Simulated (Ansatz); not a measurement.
SnO2

Input file:

```
crystal:
  lattice:
    - [3.2112908149, 0.0, 0.0]
    - [-1.6056454074, 2.7810594246, 0.0]
    - [0.0, 0.0, 10.3366770592]
  atoms:
    - { symbol: Sn, position: [-0.0750527832, -0.1501055663, 0.5] }
    - { symbol: Sn, position: [0.0750527832, 0.1501055663, 0.0] }
    - { symbol: O, position: [0.5906704481, 0.1813408961, 0.4018520904] }
    - { symbol: O, position: [0.7426628853, 0.4853257706, 0.0981479096] }
    - { symbol: O, position: [0.2573371147, 0.5146742294, 0.5981479096] }
    - { symbol: O, position: [0.4093295519, 0.8186591039, 0.9018520904] }
basis:
  ecutwfc: 520.0
kpoints:
  mp_grid: { grid: [12, 12, 4] }
hamiltonian:
  xc: pbe
  pseudopotentials: { kind: paw, azcp: { folder: soft_1 } }
  dispersion: d3bj
scf:
  occupations: { method: gaussian, width: 0.05 }
output:
  forces: true
  stress: true
  eigenvalues: true
  write_density: true
  write_potential: true
  elf: true
  volumetric_format: npy
```

Run with:

```sh
ansatz run input.yaml --threads 2 --pin off --max-ram 4096MiB --backend cpu --events-out ev --progress --plain --runs-dir out
```

Below, planes, directions and counts refer to the conventional cell (a = 3.21 Å, b = 5.56 Å, c = 10.34 Å, α = 90.00°, β = 90.00°, γ = 90.00°).

Space group Cmc2₁; a point of a scan over the structure, not its minimum; a structure from a database of computed crystals, not necessarily the ambient phase; PAW files of the earlier set (soft_1).

Level of theory: DFT PBE+D3(BJ), scalar-relativistic, plane waves, PAW (Ansatz).

The density is the valence pseudo-density of a PAW calculation; it isn't the true density close to the nuclei.

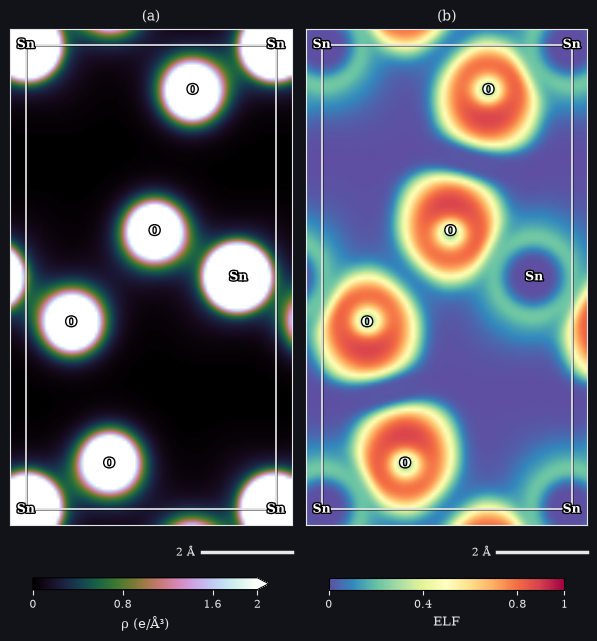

Figure 1. (a) valence pseudo-density; (b) ELF on the (100) plane of the conventional cell.

What do the fields say about this system?

Answer. Atoms in the plane: Sn and O.
Sn–O (2.11 Å): ρ at the midpoint is about 0.6 e/Å³; the ELF peaks at about 0.80 in the valence shell of O, 0.6 Å from its nucleus, and is about 0.25 at the midpoint (no localised pair shows between them).
Between the atoms the lowest density in this plane is 0.004 e/Å³.
The ELF also peaks beside O, away from the bonds: lone-pair regions.

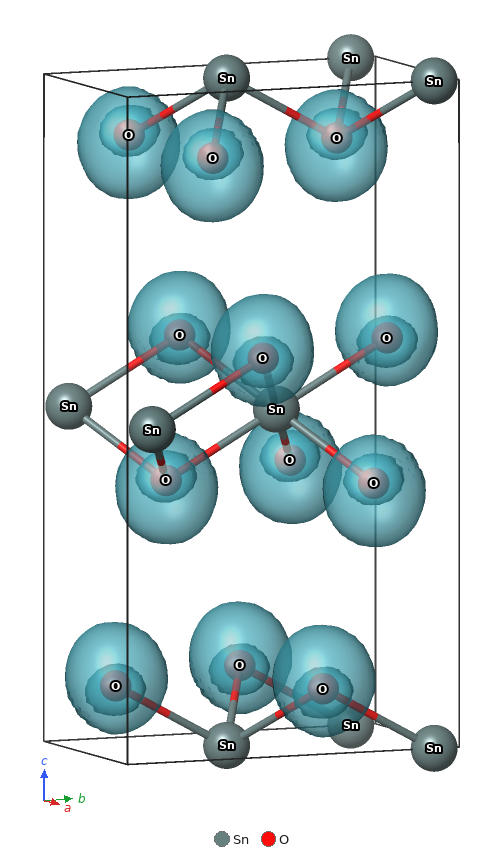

Figure 2. Isosurface of the electron localisation function at 0.75 (cyan), seen slightly off an axis. Core shells and regions of very low density are left out. Sticks mark near contacts.

What do the ELF domains correspond to?

Answer. At this value the surface marks out eight regions wrapped around O (the valence shell of each), counted in one cell of 12 atoms. Any copies at cell faces, edges or corners count once.

Does the calculation make it a metal, or give it a gap?

Answer. It is gapped, with a Kohn–Sham gap of 2.2 eV on the k-point mesh (the band edges may lie off the mesh, which would make the gap smaller).
